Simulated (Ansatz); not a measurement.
Structure data:

```cif
data_structure
_symmetry_space_group_name_H-M 'P 1'
_symmetry_Int_Tables_number 1
_cell_length_a 3.8478
_cell_length_b 3.9610
_cell_length_c 7.9794
_cell_angle_alpha 90.000
_cell_angle_beta 90.000
_cell_angle_gamma 90.000
_cell_volume 121.61
loop_
_atom_site_label
_atom_site_type_symbol
_atom_site_fract_x
_atom_site_fract_y
_atom_site_fract_z
_atom_site_occupancy
Ti1 Ti 0.00000 0.50000 0.26466 1
Ti2 Ti 0.00000 0.50000 0.73534 1
Ti3 Ti 0.50000 0.50000 0.00000 1
Al1 Al 0.00000 0.00000 0.00000 1
Al2 Al 0.00000 0.00000 0.50000 1
Al3 Al 0.50000 0.50000 0.50000 1
Al4 Al 0.50000 0.00000 0.24161 1
Al5 Al 0.50000 0.00000 0.75839 1
```

> What crystal do these data define?

This is Ti$_{3}$Al$_{5}$. It is primitive orthorhombic, space group Pmmm (No. 47). There are 8 atoms in the cell: 3 Ti, 5 Al. Ti takes two kinds of site: 2r with ten Al and two Ti (2.69 to 2.90 Å to Al, 2.86 Å to Ti); 1f with eight Al and four Ti in a cuboctahedral arrangement (2.76 Å to Al, 2.86 Å to Ti). The bonds build a three-dimensional framework.

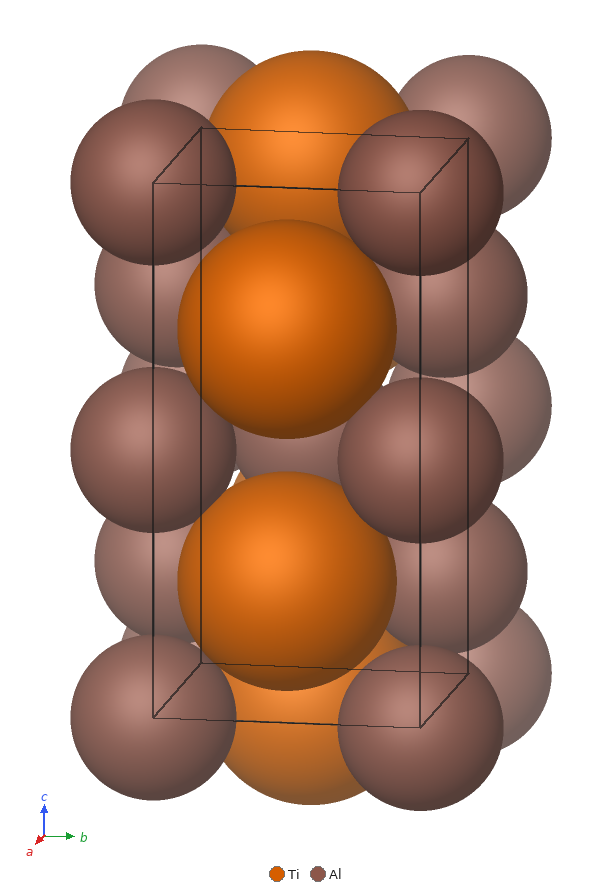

Drawn in the space-filling manner and seen slightly off an axis. The lines enclose the conventional unit cell; boundary atoms appear with their images.

It goes back to a structure listed in the Materials Project. It is drawn as it came out of a relaxation with DFT LDA, scalar-relativistic, plane waves, PAW (Ansatz 0.2.0).
